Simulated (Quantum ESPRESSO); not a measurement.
## Geometry relaxation, with input and output: Sc (part 2 of 2)

The same run, continued: Sc (P-1, 2 atoms in the cell); Kohn-Sham DFT of a periodic cell, rPW86PBE with rVV10, PseudoDojo 0.4 SR PBE stringent, no spin polarisation (Quantum ESPRESSO 7.5); cutoff 1061.24 eV, 4×4×2 k-mesh, fermi-dirac of 0.2 eV. The structure derives from a Materials Project entry.

Geometry of the input (Å; fractional positions):
```
1.9172  -1.9172  -1.7176
1.9172  1.9172  -1.7176
3.8344  0.0000  3.4352
Sc 0.9577  0.0147  0.0372
Sc 0.5423  0.4853  0.4628
```

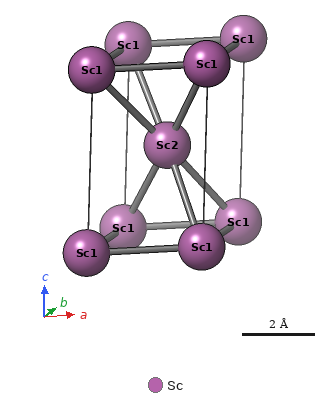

Figure 1. The geometry at step 5 of the log (ball-and-stick view of the cell of the calculation, seen slightly off an axis; atoms are numbered from 1 in the order of the input).

**Log, continued**
```
          k =-0.2093-0.0000-0.2336 (  3990 PWs)   bands (ev):

   -40.4579 -40.4566 -19.1021 -19.0972 -18.9800 -18.9736 -18.9189 -18.9155
     5.4355   5.4438   9.6817   9.7301   9.9878  10.0334  11.4870  11.5816
    11.7891  11.8099

          k = 0.1046 0.2093-0.1168 (  3973 PWs)   bands (ev):

   -40.4656 -40.4222 -19.2131 -19.1121 -19.0520 -18.9618 -18.9517 -18.9182
     5.0003   8.2295   8.9453   9.1799   9.8126  10.3164  11.2146  11.5443
    11.7744  12.0709

          k =-0.1046 0.2093-0.3504 (  3968 PWs)   bands (ev):

   -40.4469 -40.4410 -19.1787 -19.1749 -19.0062 -18.9823 -18.9447 -18.9235
     6.2084   6.4644   9.3232   9.4529   9.5549  10.0191  11.2915  11.6372
    12.0175  12.2090

          k =-0.2093-0.4185 0.2336 (  3964 PWs)   bands (ev):

   -40.4312 -40.4301 -19.2054 -19.2028 -19.0710 -19.0648 -18.9475 -18.9413
     7.4768   7.5137   8.9262   9.0354   9.4568   9.5783  11.6546  11.8003
    11.9348  11.9625

          k =-0.4185-0.4185-0.0000 (  3980 PWs)   bands (ev):

   -40.4347 -40.4266 -19.2851 -19.2753 -19.0434 -18.9920 -18.9294 -18.9028
     7.2335   7.3626   9.0992   9.1576   9.7089   9.9242  11.3188  11.8185
    11.9540  12.5313

          k = 0.2093 0.0000-0.2336 (  3962 PWs)   bands (ev):

   -40.4572 -40.4089 -19.2176 -19.1155 -19.0923 -19.0374 -18.9768 -18.9247
     5.4394   8.1779   8.6499   9.7019  10.0139  10.3479  10.9494  11.5373
    11.8230  11.8887

          k = 0.0000-0.0000-0.4672 (  3959 PWs)   bands (ev):

   -40.4373 -40.4289 -19.1306 -19.1032 -19.0521 -19.0472 -19.0413 -18.9949
     6.4499   6.9776   9.5372   9.8047  10.3283  10.3315  10.4354  11.0877
    11.4345  11.7298

          k =-0.1046-0.6278 0.1168 (  3951 PWs)   bands (ev):

   -40.4323 -40.4073 -19.2074 -19.2015 -19.1343 -19.0427 -19.0219 -18.9786
     7.4001   8.0544   8.4734   9.1016   9.2216  10.4904  11.8150  11.9666
    12.2257  12.3747

          k =-0.3139-0.6278-0.1168 (  3966 PWs)   bands (ev):

   -40.4229 -40.4167 -19.2326 -19.2220 -19.1031 -19.0623 -18.9928 -18.9742
     7.8211   8.1105   8.7263   8.8813   9.6372   9.9799  11.2381  11.3735
    12.1298  12.6669

          k = 0.0000-0.4185 0.0000 (  3994 PWs)   bands (ev):

   -40.4372 -40.4242 -19.1226 -19.0969 -19.0847 -19.0800 -19.0566 -18.9949
     6.4501   8.7516   8.7532   9.0494   9.5383  10.4313  11.0891  11.7264
    12.0423  12.0607

          k =-0.2093-0.4185-0.2336 (  3964 PWs)   bands (ev):

   -40.4310 -40.4303 -19.2080 -19.2067 -19.0612 -19.0597 -18.9497 -18.9474
     7.4932   7.4949   8.9756   8.9941   9.5108   9.5224  11.7209  11.7293
    11.9455  11.9485

          k =-0.4185 0.0000 0.4672 (  3928 PWs)   bands (ev):

   -40.4265 -40.3913 -19.2738 -19.1970 -19.1918 -19.0986 -19.0381 -18.9365
     7.3633   7.7831   8.0165   9.1217   9.7118  11.8091  12.5269  12.8171
    12.8178  12.9484

          k =-0.6278-0.0000 0.2336 (  3934 PWs)   bands (ev):

   -40.4103 -40.4075 -19.2130 -19.2085 -19.1181 -19.1130 -19.0521 -19.0368
     8.1460   8.2063   8.6128   8.6929  10.3211  10.3620  10.9058  10.9893
    12.9850  13.0157

          k =-0.1046 0.2093 0.1168 (  3973 PWs)   bands (ev):

   -40.4656 -40.4222 -19.2132 -19.1121 -19.0520 -18.9618 -18.9517 -18.9181
     5.0003   8.2295   8.9453   9.1796   9.8130  10.3171  11.2143  11.5437
    11.7748  12.0704

          k = 0.1046 0.2093 0.3504 (  3968 PWs)   bands (ev):

   -40.4469 -40.4410 -19.1786 -19.1750 -19.0062 -18.9823 -18.9447 -18.9235
     6.2084   6.4644   9.3226   9.4532   9.5551  10.0196  11.2914  11.6375
    12.0166  12.2094

          k = 0.2093-0.4185-0.2336 (  3964 PWs)   bands (ev):

   -40.4316 -40.4297 -19.2054 -19.2027 -19.0732 -19.0626 -18.9476 -18.9411
     7.4738   7.5167   8.9209   9.0413   9.4549   9.5803  11.6546  11.8000
    11.9402  11.9567

          k = 0.4185-0.4185 0.0000 (  3980 PWs)   bands (ev):

   -40.4347 -40.4266 -19.2851 -19.2752 -19.0434 -18.9920 -18.9294 -18.9028
     7.2335   7.3626   9.0952   9.1614   9.7074   9.9258  11.3187  11.8186
    11.9539  12.5319

          k = 0.1046-0.6278-0.1168 (  3951 PWs)   bands (ev):

   -40.4323 -40.4073 -19.2075 -19.2015 -19.1343 -19.0429 -19.0218 -18.9786
     7.4001   8.0545   8.4732   9.1020   9.2217  10.4899  11.8154  11.9653
    12.2271  12.3747

          k = 0.3139-0.6278 0.1168 (  3966 PWs)   bands (ev):

   -40.4228 -40.4167 -19.2326 -19.2219 -19.1032 -19.0624 -18.9927 -18.9743
     7.8210   8.1104   8.7264   8.8816   9.6368   9.9798  11.2381  11.3739
    12.1297  12.6667

     the Fermi energy is     9.0227 ev

!    total energy              =    -193.76602098 Ry
     estimated scf accuracy    <          2.8E-12 Ry
     smearing contrib. (-TS)   =      -0.03856181 Ry
     internal energy E=F+TS    =    -193.72745917 Ry

     The total energy is F=E-TS. E is the sum of the following terms:
     one-electron contribution =     -77.87898448 Ry
     hartree contribution      =      42.70080100 Ry
     xc contribution           =     -32.51850070 Ry
     ewald contribution        =    -126.03077499 Ry

     convergence has been achieved in   8 iterations

     Forces acting on atoms (cartesian axes, Ry/au):

     atom    1 type  1   force =     0.00047408   -0.00032890    0.00009461
     atom    2 type  1   force =    -0.00047408    0.00032890   -0.00009461

     Total force =     0.000827     Total SCF correction =     0.000012
     Energy error            =      3.2E-05 Ry
     Gradient error          =      4.7E-04 Ry/Bohr

     number of scf cycles    =  10
     number of bfgs steps    =   9

     energy             old  =    -193.7659887005 Ry
     energy             new  =    -193.7660209804 Ry

     CASE: energy            _new < energy            _old

     new trust radius        =       0.0046979347 bohr
     new conv_thr            =            4.7E-12 Ry

ATOMIC_POSITIONS (crystal)
Sc               0.9951503024       -0.0049964068       -0.0005481341
Sc               0.5048496976        0.5049964068        0.5005481341

     NEW-OLD atomic charge density approx. for the potential

     Self-consistent Calculation

     iteration #  1     ecut=    78.00 Ry     beta= 0.50
     Davidson diagonalization with overlap
     ethr =  1.00E-06,  avg # of iterations =  4.2

     Threshold (ethr) on eigenvalues was too large:
     Diagonalizing with lowered threshold

     Davidson diagonalization with overlap
     ethr =  2.35E-08,  avg # of iterations =  4.0

     total energy              =    -193.76602147 Ry
     estimated scf accuracy    <       0.00000541 Ry

     iteration #  2     ecut=    78.00 Ry     beta= 0.50
     Davidson diagonalization with overlap
     ethr =  2.46E-08,  avg # of iterations =  2.5

     total energy              =    -193.76602287 Ry
     estimated scf accuracy    <       0.00000413 Ry

     iteration #  3     ecut=    78.00 Ry     beta= 0.50
     Davidson diagonalization with overlap
     ethr =  1.88E-08,  avg # of iterations =  1.9

     total energy              =    -193.76602354 Ry
     estimated scf accuracy    <       0.00000002 Ry

     iteration #  4     ecut=    78.00 Ry     beta= 0.50
     Davidson diagonalization with overlap
     ethr =  9.15E-11,  avg # of iterations =  5.8

     total energy              =    -193.76602356 Ry
     estimated scf accuracy    <          7.7E-09 Ry

     iteration #  5     ecut=    78.00 Ry     beta= 0.50
     Davidson diagonalization with overlap
     ethr =  3.48E-11,  avg # of iterations =  2.4

     total energy              =    -193.76602356 Ry
     estimated scf accuracy    <          9.4E-10 Ry

     iteration #  6     ecut=    78.00 Ry     beta= 0.50
     Davidson diagonalization with overlap
     ethr =  4.27E-12,  avg # of iterations =  3.2

     total energy              =    -193.76602356 Ry
     estimated scf accuracy    <          3.1E-11 Ry

     iteration #  7     ecut=    78.00 Ry     beta= 0.50
     Davidson diagonalization with overlap
     ethr =  1.40E-13,  avg # of iterations =  5.2

     total energy              =    -193.76602356 Ry
     estimated scf accuracy    <          2.2E-11 Ry

     iteration #  8     ecut=    78.00 Ry     beta= 0.50
     Davidson diagonalization with overlap
     ethr =  1.01E-13,  avg # of iterations =  2.0

     End of self-consistent calculation

          k = 0.0000 0.0000 0.0000 (  3971 PWs)   bands (ev):

   -40.4877 -40.4265 -19.2812 -19.0380 -18.9289 -18.9208 -18.9148 -18.8961
     3.8763   7.3627   9.1282   9.7102  10.0799  10.7728  10.7744  11.4196
    11.8210  12.1963

          k =-0.2093-0.0000-0.2336 (  3990 PWs)   bands (ev):

   -40.4576 -40.4568 -19.1011 -19.0981 -18.9794 -18.9741 -18.9189 -18.9155
     5.4366   5.4427   9.6848   9.7270   9.9949  10.0265  11.4921  11.5765
    11.7871  11.8105

          k = 0.1046 0.2093-0.1168 (  3973 PWs)   bands (ev):

   -40.4656 -40.4222 -19.2131 -19.1121 -19.0520 -18.9618 -18.9518 -18.9181
     5.0003   8.2295   8.9452   9.1800   9.8125  10.3172  11.2142  11.5442
    11.7745  12.0706

          k =-0.1046 0.2093-0.3504 (  3968 PWs)   bands (ev):

   -40.4468 -40.4410 -19.1786 -19.1750 -19.0062 -18.9823 -18.9447 -18.9235
     6.2084   6.4644   9.3228   9.4535   9.5546  10.0195  11.2913  11.6375
    12.0171  12.2091

          k =-0.2093-0.4185 0.2336 (  3964 PWs)   bands (ev):

   -40.4315 -40.4299 -19.2055 -19.2026 -19.0724 -19.0633 -18.9477 -18.9411
     7.4754   7.5150   8.9248   9.0372   9.4538   9.5815  11.6537  11.8013
    11.9378  11.9588

          k =-0.4185-0.4185-0.0000 (  3980 PWs)   bands (ev):

   -40.4347 -40.4265 -19.2851 -19.2752 -19.0434 -18.9919 -18.9294 -18.9028
     7.2335   7.3625   9.0977   9.1586   9.7078   9.9257  11.3185  11.8187
    11.9539  12.5319

          k = 0.2093 0.0000-0.2336 (  3962 PWs)   bands (ev):

   -40.4572 -40.4089 -19.2176 -19.1155 -19.0923 -19.0374 -18.9768 -18.9246
     5.4394   8.1779   8.6500   9.7019  10.0139  10.3480  10.9496  11.5373
    11.8228  11.8886

          k = 0.0000-0.0000-0.4672 (  3959 PWs)   bands (ev):

   -40.4373 -40.4289 -19.1304 -19.1033 -19.0518 -19.0472 -19.0415 -18.9949
     6.4498   6.9777   9.5373   9.8050  10.3297  10.3315  10.4340  11.0877
    11.4351  11.7292

          k =-0.1046-0.6278 0.1168 (  3951 PWs)   bands (ev):

   -40.4323 -40.4073 -19.2075 -19.2014 -19.1342 -19.0427 -19.0219 -18.9786
     7.4001   8.0545   8.4735   9.1018   9.2215  10.4904  11.8158  11.9652
    12.2262  12.3749

          k =-0.3139-0.6278-0.1168 (  3966 PWs)   bands (ev):

   -40.4228 -40.4168 -19.2326 -19.2219 -19.1032 -19.0623 -18.9928 -18.9743
     7.8210   8.1105   8.7265   8.8813   9.6369   9.9798  11.2388  11.3736
    12.1293  12.6668

          k = 0.0000-0.4185 0.0000 (  3994 PWs)   bands (ev):

   -40.4372 -40.4241 -19.1224 -19.0971 -19.0848 -19.0798 -19.0567 -18.9949
     6.4501   8.7516   8.7530   9.0498   9.5379  10.4313  11.0892  11.7265
    12.0430  12.0599

          k =-0.2093-0.4185-0.2336 (  3964 PWs)   bands (ev):

   -40.4311 -40.4303 -19.2080 -19.2065 -19.0615 -19.0594 -18.9498 -18.9473
     7.4937   7.4943   8.9773   8.9925   9.5105   9.5228  11.7187  11.7316
    11.9458  11.9481

          k =-0.4185 0.0000 0.4672 (  3928 PWs)   bands (ev):

   -40.4265 -40.3912 -19.2738 -19.1970 -19.1918 -19.0985 -19.0381 -18.9365
     7.3633   7.7831   8.0166   9.1217   9.7118  11.8097  12.5271  12.8171
    12.8178  12.9486

          k =-0.6278-0.0000 0.2336 (  3934 PWs)   bands (ev):

   -40.4101 -40.4077 -19.2126 -19.2089 -19.1174 -19.1136 -19.0514 -19.0374
     8.1462   8.2061   8.6151   8.6908  10.3259  10.3573  10.9092  10.9856
    12.9859  13.0148

          k =-0.1046 0.2093 0.1168 (  3973 PWs)   bands (ev):

   -40.4656 -40.4222 -19.2131 -19.1121 -19.0520 -18.9618 -18.9518 -18.9181
     5.0003   8.2295   8.9452   9.1801   9.8124  10.3171  11.2142  11.5443
    11.7744  12.0707

          k = 0.1046 0.2093 0.3504 (  3968 PWs)   bands (ev):

   -40.4468 -40.4410 -19.1786 -19.1749 -19.0062 -18.9823 -18.9447 -18.9235
     6.2084   6.4644   9.3229   9.4534   9.5546  10.0195  11.2913  11.6375
    12.0173  12.2091

          k = 0.2093-0.4185-0.2336 (  3964 PWs)   bands (ev):

   -40.4314 -40.4299 -19.2055 -19.2026 -19.0720 -19.0637 -18.9477 -18.9411
     7.4759   7.5146   8.9257   9.0362   9.4541   9.5812  11.6537  11.8013
    11.9369  11.9597

          k = 0.4185-0.4185 0.0000 (  3980 PWs)   bands (ev):

   -40.4347 -40.4265 -19.2851 -19.2752 -19.0434 -18.9919 -18.9294 -18.9028
     7.2335   7.3625   9.0984   9.1580   9.7080   9.9254  11.3185  11.8187
    11.9539  12.5318

          k = 0.1046-0.6278-0.1168 (  3951 PWs)   bands (ev):

   -40.4323 -40.4073 -19.2075 -19.2014 -19.1343 -19.0427 -19.0220 -18.9786
     7.4001   8.0545   8.4735   9.1017   9.2215  10.4904  11.8157  11.9655
    12.2260  12.3749

          k = 0.3139-0.6278 0.1168 (  3966 PWs)   bands (ev):

   -40.4228 -40.4168 -19.2326 -19.2219 -19.1032 -19.0622 -18.9928 -18.9743
     7.8210   8.1105   8.7265   8.8813   9.6370   9.9799  11.2387  11.3736
    12.1293  12.6668

     the Fermi energy is     9.0227 ev

!    total energy              =    -193.76602356 Ry
     estimated scf accuracy    <          2.8E-13 Ry
     smearing contrib. (-TS)   =      -0.03856546 Ry
     internal energy E=F+TS    =    -193.72745810 Ry

     The total energy is F=E-TS. E is the sum of the following terms:
     one-electron contribution =     -77.87800411 Ry
     hartree contribution      =      42.70031939 Ry
     xc contribution           =     -32.51849304 Ry
     ewald contribution        =    -126.03128034 Ry

     convergence has been achieved in   8 iterations

     Forces acting on atoms (cartesian axes, Ry/au):

     atom    1 type  1   force =     0.00027268    0.00005256   -0.00017551
     atom    2 type  1   force =    -0.00027268   -0.00005256    0.00017551

     Total force =     0.000465     Total SCF correction =     0.000004
     Energy error            =      2.6E-06 Ry
     Gradient error          =      2.7E-04 Ry/Bohr

     bfgs converged in  11 scf cycles and  10 bfgs steps
     (criteria: energy <  1.0E-05 Ry, force <  4.0E-04 Ry/Bohr)

     End of BFGS Geometry Optimization

     Final energy             =    -193.7660235602 Ry

     File ./tmp/pwscf.bfgs deleted, as requested
Begin final coordinates

ATOMIC_POSITIONS (crystal)
Sc               0.9951503024       -0.0049964068       -0.0005481341
Sc               0.5048496976        0.5049964068        0.5005481341
End final coordinates

=------------------------------------------------------------------------------=
   JOB DONE.
=------------------------------------------------------------------------------=
```

**Trajectory as extended XYZ (Å, eV, eV/Å), 11 frames, from step=0 to step=10**
```
2
Lattice="1.9172 -1.9172 -1.7176 1.9172 1.9172 -1.7176 3.8344 0.0000 3.4352" Properties=species:S:1:pos:R:3:forces:R:3 step=0 energy=-2636.01030
Sc    2.0068   -1.8079   -1.5425   -0.7897  -0.5244  -1.1162
Sc    3.7448   -0.1093   -0.1751    0.7897   0.5244   1.1162
2
Lattice="1.9172 -1.9172 -1.7176 1.9172 1.9172 -1.7176 3.8344 0.0000 3.4352" Properties=species:S:1:pos:R:3:forces:R:3 step=1 energy=-2636.09161
Sc    1.9905   -1.8187   -1.5655   -0.6607  -0.4708  -0.9315
Sc    3.7611   -0.0986   -0.1521    0.6607   0.4708   0.9315
2
Lattice="1.9172 -1.9172 -1.7176 1.9172 1.9172 -1.7176 3.8344 0.0000 3.4352" Properties=species:S:1:pos:R:3:forces:R:3 step=2 energy=-2636.16559
Sc    1.9728   -1.8312   -1.5905   -0.5282  -0.4090  -0.7433
Sc    3.7788   -0.0860   -0.1271    0.5282   0.4090   0.7433
2
Lattice="1.9172 -1.9172 -1.7176 1.9172 1.9172 -1.7176 3.8344 0.0000 3.4352" Properties=species:S:1:pos:R:3:forces:R:3 step=3 energy=-2636.24826
Sc    1.9464   -1.8512   -1.6277   -0.3413  -0.3110  -0.4800
Sc    3.8052   -0.0660   -0.0899    0.3413   0.3110   0.4800
2
Lattice="1.9172 -1.9172 -1.7176 1.9172 1.9172 -1.7176 3.8344 0.0000 3.4352" Properties=species:S:1:pos:R:3:forces:R:3 step=4 energy=-2636.31218
Sc    1.9073   -1.8829   -1.6827   -0.0800  -0.1614  -0.1205
Sc    3.8443   -0.0343   -0.0349    0.0800   0.1614   0.1205
2
Lattice="1.9172 -1.9172 -1.7176 1.9172 1.9172 -1.7176 3.8344 0.0000 3.4352" Properties=species:S:1:pos:R:3:forces:R:3 step=5 energy=-2636.31915
Sc    1.8911   -1.8986   -1.7058    0.0282  -0.0889   0.0254
Sc    3.8605   -0.0186   -0.0118   -0.0282   0.0889  -0.0254
2
Lattice="1.9172 -1.9172 -1.7176 1.9172 1.9172 -1.7176 3.8344 0.0000 3.4352" Properties=species:S:1:pos:R:3:forces:R:3 step=6 energy=-2636.31954
Sc    1.8907   -1.9014   -1.7066    0.0314  -0.0758   0.0295
Sc    3.8609   -0.0158   -0.0110   -0.0314   0.0758  -0.0295
2
Lattice="1.9172 -1.9172 -1.7176 1.9172 1.9172 -1.7176 3.8344 0.0000 3.4352" Properties=species:S:1:pos:R:3:forces:R:3 step=7 energy=-2636.32001
Sc    1.8912   -1.9045   -1.7064    0.0299  -0.0608   0.0270
Sc    3.8604   -0.0127   -0.0112   -0.0299   0.0608  -0.0270
2
Lattice="1.9172 -1.9172 -1.7176 1.9172 1.9172 -1.7176 3.8344 0.0000 3.4352" Properties=species:S:1:pos:R:3:forces:R:3 step=8 energy=-2636.32058
Sc    1.8926   -1.9090   -1.7054    0.0239  -0.0393   0.0185
Sc    3.8591   -0.0082   -0.0122   -0.0239   0.0393  -0.0185
2
Lattice="1.9172 -1.9172 -1.7176 1.9172 1.9172 -1.7176 3.8344 0.0000 3.4352" Properties=species:S:1:pos:R:3:forces:R:3 step=9 energy=-2636.32102
Sc    1.8951   -1.9154   -1.7034    0.0122  -0.0085   0.0024
Sc    3.8566   -0.0018   -0.0142   -0.0122   0.0085  -0.0024
2
Lattice="1.9172 -1.9172 -1.7176 1.9172 1.9172 -1.7176 3.8344 0.0000 3.4352" Properties=species:S:1:pos:R:3:forces:R:3 step=10 energy=-2636.32105
Sc    1.8962   -1.9175   -1.7026    0.0070   0.0014  -0.0045
Sc    3.8554    0.0003   -0.0150   -0.0070  -0.0014   0.0045
```

**Results in brief**

```json
{"quantity": "outcome", "value": "converged"}
{"quantity": "space group (tolerance 0.01 Å)", "value": "P-1 (2) → C2/m (12)"}
{"quantity": "electrons treated", "value": "22"}
{"quantity": "free energy", "value": "−2636.3211 eV"}
{"quantity": "Fermi energy", "value": "9.023 eV"}
{"quantity": "gap on the k-point mesh", "value": "none (metallic)"}
{"quantity": "final volume", "value": "50.51 Å³"}
{"quantity": "largest force (length of the vector) at the end", "value": "0.008 eV/Å"}
{"quantity": "final cell", "value": "a = 3.210 Å, b = 3.210 Å, c = 5.148 Å, α = 84.96°, β = 84.96°, γ = 73.36°"}
{"quantity": "hardware", "value": "1 thread of AMD EPYC (Zen 4), 16 GiB of memory available, shared host"}
{"quantity": "wall time", "value": "1.7 min"}
{"quantity": "peak memory", "value": "0.13 GiB"}
```

**Notes**

Settings chosen away from the usual ones: smearing set to fermi-dirac (from methfessel-paxton); width set to 0.2 (from 0.136); startingwfc set to atomic. Further notes kept with the run: potentials made for another functional. Points of doubt noted for this run: coarse mesh; potentials made for another functional. The k-point mesh is coarse for a cell of this size, so the results may not be converged.
